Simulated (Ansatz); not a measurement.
# Run report: Ge, geometry relaxation (part 2 of 2)

The same run, continued: Ge (slab, 16 atoms in the cell); DFT PBE+D3(BJ), scalar-relativistic, plane waves, PAW, no spin polarisation (Ansatz 0.2.0); cutoff 420 eV, 3×3×1 k-mesh, Gaussian smearing of 0.1 eV. The structure derives from an entry of the Crystallography Open Database. The input holds or restrains some coordinates. Forces given for the steps count only the free coordinates. It belongs to a series of runs on one base structure; here: clean slab, lower planes held.

Geometry of the input (Å; fractional positions):
```
8.0601  0.0000  0.0000
-4.0301  6.9803  0.0000
0.0000  0.0000  20.1132
Ge 0.6667  0.3333  0.3977
Ge 0.6667  0.8333  0.3977
Ge 0.1667  0.3333  0.3977
Ge 0.1667  0.8333  0.3977
Ge 0.5000  0.5000  0.4386
Ge 0.5000  0.0000  0.4386
Ge 0.0000  0.5000  0.4386
Ge 0.0000  0.0000  0.4386
Ge 0.0000  0.5000  0.5614
Ge 0.0000  0.0000  0.5614
Ge 0.5000  0.5000  0.5614
Ge 0.5000  0.0000  0.5614
Ge 0.8333  0.6667  0.6023
Ge 0.8333  0.1667  0.6023
Ge 0.3333  0.6667  0.6023
Ge 0.3333  0.1667  0.6023
```

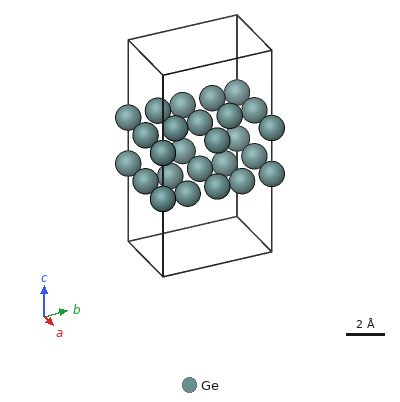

Fig. 1: The geometry at step 2 of the log (spheres-only view of the cell of the calculation, with the vacuum cut short, seen slightly off an axis).

What the program printed, continued
```
SCF iter   1: F=—  HF=-68717.088914 eV  |F-HF|=—  |Δ(HF+E_count)|=         —  Δρ=7.01e-6  dr2=1.97e-6  ethr=8.78e-10  p=0.014 e·Å  D=2.30e-3 V/Å  ΔV_dip=-0.05 eV  dr2_dipole=3.14e-7  V_vac-E_F(+/−)=4.56/4.61 eV  ⟨swp⟩=1.0  Hψ=960  notcnv=0
efield: sawtooth ramp at fractional position 0.9800 (handed on by an earlier solve), width 0.0400; the density the first Hamiltonian is built on has a dipole p = 0.014 e·Å; the dipole correction subtracts the counter field D = 2.30e-3 V/Å, which shifts the + side's vacuum level by -0.05 eV against the − side's; the planar-averaged density in the ramp window peaks in size at 8.0e-6 e/Å³
preconditioner: auto → LDOS  [insulator: Δε(μ)=0.159 eV  Ē_g=21.810 eV  σ=0.100 eV  W_gap=0.73  n_scr=186 (ndim 8)  ℏωp=16.5 eV  f_vac=0.621  D(μ)=3.69/eV (n_scr^D=4)  ε∞_Penn≈1.6  β→1.0]
SCF iter   2: F=—  HF=-68717.088422 eV  |F-HF|=—  |Δ(HF+E_count)|=   4.92e-4  Δρ=6.44e-6  dr2=2.40e-6  ethr=8.78e-10  p=0.015 e·Å  D=2.34e-3 V/Å  ΔV_dip=-0.05 eV  dr2_dipole=3.90e-7  V_vac-E_F(+/−)=4.56/4.61 eV  ⟨swp⟩=2.0  Hψ=692  notcnv=0
SCF iter   3: F=-68717.088422 eV  HF=-68717.088422 eV  |F-HF|=1.23e-8  |Δ(HF+E_count)|=   2.97e-7  Δρ=8.82e-7  dr2=2.01e-8  ethr=4.46e-11  p=0.015 e·Å  D=2.32e-3 V/Å  ΔV_dip=-0.05 eV  dr2_dipole=1.25e-9  V_vac-E_F(+/−)=4.56/4.61 eV  ⟨swp⟩=11.0  Hψ=2828  notcnv=0
SCF 4 converged in 3 iterations: F = -68717.088422 eV  dr2 = 2.01e-8
relax step   4: F+E_penalty+E_count = -68717.08842173 eV  Δ(F+E_penalty+E_count) = -1.719e-6 eV  max|allowed force component| = 1.272e-2 eV/Å  Δτ_max = 0.0000 Å  (3 SCF iters, accepted)
WARN: The input density's exchange-correlation potential varies sharply where the density is thin. Do not read a vacuum level from v_tot or v_xc, or from such a field of the output density. On a cell that repeats whose density bears no net charge and no dipole along the vacuum's axis use v_es (v_loc + v_h of the components); under efield.dipole_correction with no amplitude use v_es + v_field, which holds any external_charges[].barrier, or the levels of the report's work_function block, which leave it out; under a non-zero efield.amplitude the vacuum is tilted and has no level; on a cell that repeats and bears such a dipole with no correction it is tilted too, and efield.dipole_correction with no amplitude gives each side of its ramp a level where efield: is served; in a cell that repeats whose density bears a net charge (total_charge, or a fill off its count) it is curved and has none; of a slab under crystal.periodic whose density bears no net charge use v_es, which has a level on each side, short of where the two are joined; of another it falls or rises all the way out and has none; of a slab beside external_charges read slab_vacuum_level instead, which it has where they leave it neutral. The grid or the basis barely resolves most such structure, and the values can differ between equally converged runs; as a rule a tighter scf.convergence.dr2_threshold does not remove it. Where the density itself ripples (under the LDA too) a higher basis.ecutwfc lessens it. The files hold the spikes' plane waves up to the density's cutoff. Files: v_tot and the like, and their columns of v_z.tsv (output.write_potential); v_xc and the like, and their columns of v_comp_z.tsv (output.write_potential_components); where files of the output density stand in their place, no point of their own thin density is over the threshold below, and this is of outcome.potential() and, of a run that writes arrays (npy), the arrays of these names. Measured: with its Gaussian average of σ = 0.25 Å subtracted twice, the exchange-correlation potential is over 0.1 eV at 4 of the grid points where the equally averaged density (valence and model cores) is under 1e-3 e/Å³, and 0.105 eV at the most among them, at an averaged density of 7.4e-8 e/Å³. See output.write_potential in the manual, Limitations
SCF converged after 3 iterations
Free energy (F): -68717.088422 eV
Harris-Foulkes:  -68717.088422 eV  (|F-HF|=1.23e-8)
Internal energy: -68717.069985 eV  (E = F + TS)
E sigma→0 (E₀):  -68717.079203 eV
Entropy (-TS):   -0.018437 eV (-1.152 meV/atom)
Fermi energy:    -0.509834 eV
Dipole field:    D = 0.002339 V/Å  (p = 0.014630 e·Å, saw-weighted, corrected)
Work function:   Φ+ = 4.5618 eV   Φ− = 4.6089 eV
Levels:          The Fermi level and band energies are counted from a zero that moves with the ramp; work functions are not
--- Per-component energies (eV) ---
  E_band       = -4303.493139
  E_kinetic    = 1766.032113
  E_local      = -169460.612324  (includes V_loc(G=0)·N_el)
  E_nonlocal   = 6676.024558
  E_hartree    = 81351.510421
  E_xc         = -1199.989718
  E_vxc        = -1020.089341  (∫ρ·V_xc dr)
  E_paw        = -32296.374789  (= ΣΔE_a)
  E_vpaw       = -4967.821556  (= ΣTr[D̂ρ^β])
  E_aug_tail   = 0.004865  (compensation charges beyond the density's cutoff)
  E_efield     = 0.000017  (sawtooth field / dipole correction)
  E_vefield    = -0.026771  (∫n·V_field dr)
  E_ewald      = 44449.776543
  E_disp       = -3.441672  (pairwise vdW)
  E_smearing   = -0.018437  (= −TS)
  E_closure    = -0.000000  (closes the sum)
  Σ components = -68717.088422   (vs F -68717.088422, Δ=0.00e0)
--- Forces (eV/Å), atoms counted from 1 ---
  atom   1  Ge    -0.00000000     0.00000000     0.11900472
  atom   2  Ge    -0.00000000     0.00000000     0.11900472
  atom   3  Ge    -0.00000000     0.00000000     0.11900472
  atom   4  Ge    -0.00000000     0.00000000     0.11900472
  atom   5  Ge     0.00000000     0.00000000    -0.14083023
  atom   6  Ge     0.00000000     0.00000000    -0.14083023
  atom   7  Ge     0.00000000     0.00000000    -0.14083023
  atom   8  Ge     0.00000000     0.00000000    -0.14083023
  atom   9  Ge    -0.00000000    -0.00000000     0.01271559
  atom  10  Ge    -0.00000000    -0.00000000     0.01271559
  atom  11  Ge    -0.00000000    -0.00000000     0.01271559
  atom  12  Ge    -0.00000000    -0.00000000     0.01271559
  atom  13  Ge     0.00000000    -0.00000000     0.00907707
  atom  14  Ge     0.00000000    -0.00000000     0.00907707
  atom  15  Ge     0.00000000    -0.00000000     0.00907707
  atom  16  Ge     0.00000000    -0.00000000     0.00907707
  max |Σ_I F_I| component: 1.31e-4 eV/Å
--- Band table (eV) ---
  k-point 0: bands = ["-24.9532", "-24.9532", "-24.9532", "-24.9274", "-24.9274", "-24.9274", "-24.9240", "-24.9193", "-24.9193", "-24.9092", "-24.9092", "-24.9092", "-24.8708", "-24.8708", "-24.8689", "-24.8689", "-24.8689", "-24.8514", "-24.8514", "-24.8514", "-24.8475", "-24.8475", "-24.8392", "-24.8392", "-24.8392", "-24.8302", "-24.8302", "-24.8302", "-24.8157", "-24.8157", "-24.8157", "-24.7979", "-24.7979", "-24.7775", "-24.7775", "-24.7775", "-24.7731", "-24.7674", "-24.7674", "-24.7674", "-24.7525", "-24.7112", "-24.7112", "-24.7112", "-24.7088", "-24.7088", "-24.7088", "-24.6984", "-24.6984", "-24.6984", "-24.6923", "-24.6640", "-24.6640", "-24.6494", "-24.6494", "-24.6494", "-24.6463", "-24.6463", "-24.6463", "-24.6411", "-24.6411", "-24.6411", "-24.6296", "-24.6296", "-24.6270", "-24.6270", "-24.6270", "-24.6040", "-24.6040", "-24.5889", "-24.5889", "-24.5889", "-24.5783", "-24.5783", "-24.5783", "-24.5696", "-24.5696", "-24.5351", "-24.5351", "-24.5351", "-12.1155", "-11.2074", "-10.1568", "-10.1568", "-10.1568", "-9.3104", "-9.3104", "-9.3104", "-7.9475", "-7.9475", "-7.9475", "-7.5147", "-7.5147", "-7.5147", "-5.8102", "-3.0371", "-3.0371", "-3.0371", "-2.7017", "-2.6157", "-2.6157", "-2.6157", "-1.9080", "-1.9080", "-1.9080", "-1.7079", "-1.7079", "-1.7079", "-1.0479", "-1.0479", "-0.4450", "-0.4450", "0.1668", "0.1765", "0.1765", "0.1765", "0.6612", "1.0571", "1.0571", "1.0571", "1.1480", "1.3602", "1.3602", "1.3602", "2.3227", "2.3227", "2.3227", "3.1820", "3.1820", "3.6621", "3.6621", "3.7364", "3.8387", "4.8902", "5.0215"]
  k-point 1: bands = ["-24.9534", "-24.9534", "-24.9505", "-24.9394", "-24.9356", "-24.9356", "-24.9268", "-24.9231", "-24.9125", "-24.9106", "-24.9080", "-24.9080", "-24.8736", "-24.8736", "-24.8691", "-24.8691", "-24.8682", "-24.8627", "-24.8539", "-24.8539", "-24.8437", "-24.8402", "-24.8364", "-24.8364", "-24.8341", "-24.8301", "-24.8198", "-24.8198", "-24.8100", "-24.8089", "-24.8089", "-24.7975", "-24.7888", "-24.7739", "-24.7737", "-24.7737", "-24.7728", "-24.7717", "-24.7566", "-24.7566", "-24.7442", "-24.7206", "-24.7172", "-24.7172", "-24.7076", "-24.7076", "-24.7031", "-24.6993", "-24.6993", "-24.6990", "-24.6859", "-24.6817", "-24.6792", "-24.6610", "-24.6558", "-24.6558", "-24.6518", "-24.6518", "-24.6470", "-24.6470", "-24.6413", "-24.6372", "-24.6333", "-24.6333", "-24.6238", "-24.6223", "-24.6214", "-24.6175", "-24.6127", "-24.5956", "-24.5938", "-24.5938", "-24.5755", "-24.5755", "-24.5691", "-24.5647", "-24.5562", "-24.5408", "-24.5233", "-24.5233", "-11.8192", "-10.9804", "-10.9063", "-10.2527", "-10.2527", "-10.0547", "-9.3174", "-9.3174", "-7.8805", "-7.8805", "-7.0922", "-7.0922", "-7.0239", "-5.9813", "-5.9217", "-3.6938", "-3.4943", "-3.4943", "-3.4667", "-3.2000", "-3.2000", "-2.8755", "-2.8755", "-2.8683", "-2.3322", "-1.6295", "-1.5968", "-1.4863", "-1.3106", "-0.9250", "-0.8948", "-0.8948", "-0.1575", "-0.1575", "-0.0255", "0.7988", "1.2956", "1.6809", "1.7737", "1.8735", "2.2107", "2.2107", "2.8418", "2.8418", "3.1077", "3.3847", "3.3847", "3.4047", "3.8932", "3.9431", "4.0742", "4.2082", "4.2082", "4.3111", "4.5305"]
  k-point 2: bands = ["-24.9549", "-24.9482", "-24.9482", "-24.9482", "-24.9422", "-24.9302", "-24.9302", "-24.9302", "-24.9090", "-24.9090", "-24.9090", "-24.9081", "-24.8748", "-24.8724", "-24.8724", "-24.8724", "-24.8618", "-24.8618", "-24.8618", "-24.8575", "-24.8411", "-24.8411", "-24.8411", "-24.8316", "-24.8244", "-24.8244", "-24.8244", "-24.8148", "-24.8034", "-24.8034", "-24.8034", "-24.7987", "-24.7811", "-24.7811", "-24.7811", "-24.7693", "-24.7646", "-24.7646", "-24.7646", "-24.7396", "-24.7301", "-24.7301", "-24.7301", "-24.7266", "-24.7043", "-24.7000", "-24.7000", "-24.7000", "-24.6937", "-24.6937", "-24.6937", "-24.6882", "-24.6831", "-24.6696", "-24.6696", "-24.6696", "-24.6632", "-24.6389", "-24.6389", "-24.6389", "-24.6376", "-24.6329", "-24.6329", "-24.6329", "-24.6326", "-24.6273", "-24.6273", "-24.6273", "-24.6184", "-24.5926", "-24.5926", "-24.5926", "-24.5736", "-24.5736", "-24.5736", "-24.5636", "-24.5381", "-24.5381", "-24.5381", "-24.5128", "-11.2458", "-11.2458", "-11.2458", "-10.3216", "-10.3216", "-10.3216", "-9.5691", "-8.5832", "-8.4780", "-7.9373", "-6.5720", "-6.5720", "-6.5720", "-5.2743", "-5.2743", "-5.2743", "-4.1254", "-4.0085", "-3.4257", "-3.4257", "-3.4257", "-2.5814", "-2.5814", "-2.5814", "-2.5434", "-2.2385", "-2.2385", "-2.2385", "-1.1377", "-1.1377", "-1.1377", "-0.6052", "-0.6042", "0.3620", "0.3620", "0.3620", "2.2979", "2.8782", "2.8782", "2.8782", "3.0390", "3.0390", "3.0390", "3.3104", "3.3104", "3.3104", "3.3656", "3.3656", "3.3656", "3.7709", "3.7924", "4.3362", "4.3362", "4.3362", "4.6936"]
--- Relaxed structure (4 steps of the walk, 4 accepted, 0 SCFs on fresh bases) ---
  F+E_penalty+E_count = -68717.08842173 eV   max|allowed force component| = 1.272e-2 eV/Å
  atoms:
    - { symbol: Ge, position: [0.6666666666666667, 0.33333333333333337, 0.397749208] }
    - { symbol: Ge, position: [0.6666666666666667, 0.8333333333333333, 0.397749208] }
    - { symbol: Ge, position: [0.16666666666666669, 0.33333333333333337, 0.397749208] }
    - { symbol: Ge, position: [0.16666666666666666, 0.8333333333333334, 0.397749208] }
    - { symbol: Ge, position: [0.5, 0.5, 0.4386495248000001] }
    - { symbol: Ge, position: [0.5000000000000001, 0.0, 0.4386495248000001] }
    - { symbol: Ge, position: [0.0, 0.5000000000000001, 0.4386495248000001] }
    - { symbol: Ge, position: [0.0, 0.0, 0.4386495248000001] }
    - { symbol: Ge, position: [0.0, 0.5000000000000001, 0.5675228145855993] }
    - { symbol: Ge, position: [1.6454544375852816e-18, 3.2909088751868954e-19, 0.5675228145855993] }
    - { symbol: Ge, position: [0.5, 0.5, 0.5675228145855993] }
    - { symbol: Ge, position: [0.5000000000000001, 3.290908877421679e-19, 0.5675228145855993] }
    - { symbol: Ge, position: [0.8333333333333335, 0.6666666666666666, 0.6062511391195] }
    - { symbol: Ge, position: [0.8333333333333334, 0.16666666666666666, 0.6062511391195] }
    - { symbol: Ge, position: [0.3333333333333334, 0.6666666666666666, 0.6062511391195] }
    - { symbol: Ge, position: [0.3333333333333335, 0.16666666666666666, 0.6062511391195] }
```

Trajectory as extended XYZ (Å, eV, eV/Å), 4 frames, from step=1 to step=4
```
16
Lattice="8.0601 0.0000 0.0000 -4.0301 6.9803 0.0000 0.0000 0.0000 20.1132" Properties=species:S:1:pos:R:3:forces:R:3 step=1 energy=-68716.95285
Ge    4.0301    2.3268    8.0000    0.0000   0.0000   0.0488
Ge    2.0150    5.8169    8.0000    0.0000   0.0000   0.0488
Ge    0.0000    2.3268    8.0000    0.0000   0.0000   0.0488
Ge   -2.0150    5.8169    8.0000    0.0000   0.0000   0.0488
Ge    2.0150    3.4901    8.8226    0.0000   0.0000  -0.6167
Ge    4.0301    0.0000    8.8226    0.0000   0.0000  -0.6167
Ge   -2.0150    3.4901    8.8226    0.0000   0.0000  -0.6167
Ge    0.0000    0.0000    8.8226    0.0000   0.0000  -0.6167
Ge   -2.0150    3.4901   11.2905    0.0000   0.0000   0.6167
Ge    0.0000    0.0000   11.2905    0.0000   0.0000   0.6167
Ge    2.0150    3.4901   11.2905    0.0000   0.0000   0.6167
Ge    4.0301    0.0000   11.2905    0.0000   0.0000   0.6167
Ge    4.0301    4.6535   12.1132    0.0000   0.0000  -0.0488
Ge    6.0451    1.1634   12.1132    0.0000   0.0000  -0.0488
Ge    0.0000    4.6535   12.1132    0.0000   0.0000  -0.0488
Ge    2.0150    1.1634   12.1132    0.0000   0.0000  -0.0488
16
Lattice="8.0601 0.0000 0.0000 -4.0301 6.9803 0.0000 0.0000 0.0000 20.1132" Properties=species:S:1:pos:R:3:forces:R:3 step=2 energy=-68717.06987
Ge    4.0301    2.3268    8.0000    0.0000   0.0000   0.1081
Ge    2.0150    5.8169    8.0000    0.0000   0.0000   0.1081
Ge    0.0000    2.3268    8.0000    0.0000   0.0000   0.1081
Ge   -2.0150    5.8169    8.0000    0.0000   0.0000   0.1081
Ge    2.0150    3.4901    8.8226    0.0000   0.0000  -0.2677
Ge    4.0301    0.0000    8.8226    0.0000   0.0000  -0.2677
Ge   -2.0150    3.4901    8.8226    0.0000   0.0000  -0.2677
Ge    0.0000    0.0000    8.8226    0.0000   0.0000  -0.2677
Ge   -2.0150    3.4901   11.3717    0.0000   0.0000   0.2273
Ge    0.0000    0.0000   11.3717    0.0000   0.0000   0.2273
Ge    2.0150    3.4901   11.3717    0.0000   0.0000   0.2273
Ge    4.0301    0.0000   11.3717    0.0000   0.0000   0.2273
Ge    4.0301    4.6535   12.1804    0.0000   0.0000  -0.0676
Ge    6.0451    1.1634   12.1804    0.0000   0.0000  -0.0676
Ge    0.0000    4.6535   12.1804    0.0000   0.0000  -0.0676
Ge    2.0150    1.1634   12.1804    0.0000   0.0000  -0.0676
16
Lattice="8.0601 0.0000 0.0000 -4.0301 6.9803 0.0000 0.0000 0.0000 20.1132" Properties=species:S:1:pos:R:3:forces:R:3 step=3 energy=-68717.08842
Ge    4.0301    2.3268    8.0000    0.0000   0.0000   0.1190
Ge    2.0150    5.8169    8.0000    0.0000   0.0000   0.1190
Ge    0.0000    2.3268    8.0000    0.0000   0.0000   0.1190
Ge   -2.0150    5.8169    8.0000    0.0000   0.0000   0.1190
Ge    2.0150    3.4901    8.8226    0.0000   0.0000  -0.1406
Ge    4.0301    0.0000    8.8226    0.0000   0.0000  -0.1406
Ge   -2.0150    3.4901    8.8226    0.0000   0.0000  -0.1406
Ge    0.0000    0.0000    8.8226    0.0000   0.0000  -0.1406
Ge   -2.0150    3.4901   11.4147    0.0000   0.0000   0.0126
Ge    0.0000    0.0000   11.4147    0.0000   0.0000   0.0126
Ge    2.0150    3.4901   11.4147    0.0000   0.0000   0.0126
Ge    4.0301    0.0000   11.4147    0.0000   0.0000   0.0126
Ge    4.0301    4.6535   12.1936    0.0000   0.0000   0.0089
Ge    6.0451    1.1634   12.1936    0.0000   0.0000   0.0089
Ge    0.0000    4.6535   12.1936    0.0000   0.0000   0.0089
Ge    2.0150    1.1634   12.1936    0.0000   0.0000   0.0089
16
Lattice="8.0601 0.0000 0.0000 -4.0301 6.9803 0.0000 0.0000 0.0000 20.1132" Properties=species:S:1:pos:R:3:forces:R:3 step=4 energy=-68717.08842
Ge    4.0301    2.3268    8.0000    0.0000   0.0000   0.1190
Ge    2.0150    5.8169    8.0000    0.0000   0.0000   0.1190
Ge    0.0000    2.3268    8.0000    0.0000   0.0000   0.1190
Ge   -2.0150    5.8169    8.0000    0.0000   0.0000   0.1190
Ge    2.0150    3.4901    8.8226    0.0000   0.0000  -0.1408
Ge    4.0301    0.0000    8.8226    0.0000   0.0000  -0.1408
Ge   -2.0150    3.4901    8.8226    0.0000   0.0000  -0.1408
Ge    0.0000    0.0000    8.8226    0.0000   0.0000  -0.1408
Ge   -2.0150    3.4901   11.4147    0.0000   0.0000   0.0127
Ge    0.0000    0.0000   11.4147    0.0000   0.0000   0.0127
Ge    2.0150    3.4901   11.4147    0.0000   0.0000   0.0127
Ge    4.0301    0.0000   11.4147    0.0000   0.0000   0.0127
Ge    4.0301    4.6535   12.1936    0.0000   0.0000   0.0091
Ge    6.0451    1.1634   12.1936    0.0000   0.0000   0.0091
Ge    0.0000    4.6535   12.1936    0.0000   0.0000   0.0091
Ge    2.0150    1.1634   12.1936    0.0000   0.0000   0.0091
```

Results in brief

```csv
quantity,value
outcome,converged under the restraints of the input
electrons treated,224
free energy,−68717.0884 eV
"work function, top face",4.56 eV
"work function, bottom face",4.61 eV
Fermi energy,−0.510 eV
gap on the k-point mesh,none (metallic)
final volume,1131.61 Å³
work function (upper face),4.56 eV
"largest force (length of the vector) at the end, held atoms and coordinates included",0.141 eV/Å
hardware,"4 threads of Intel Xeon @ 2.50GHz (Skylake/Cascade Lake), 32 GiB of memory available, shared host"
wall time,40 s (CPU time 2.5 min)
peak memory,2.1 GiB
```

Remarks

Warnings of the run: the exchange-correlation potential is rough where the density is thin.
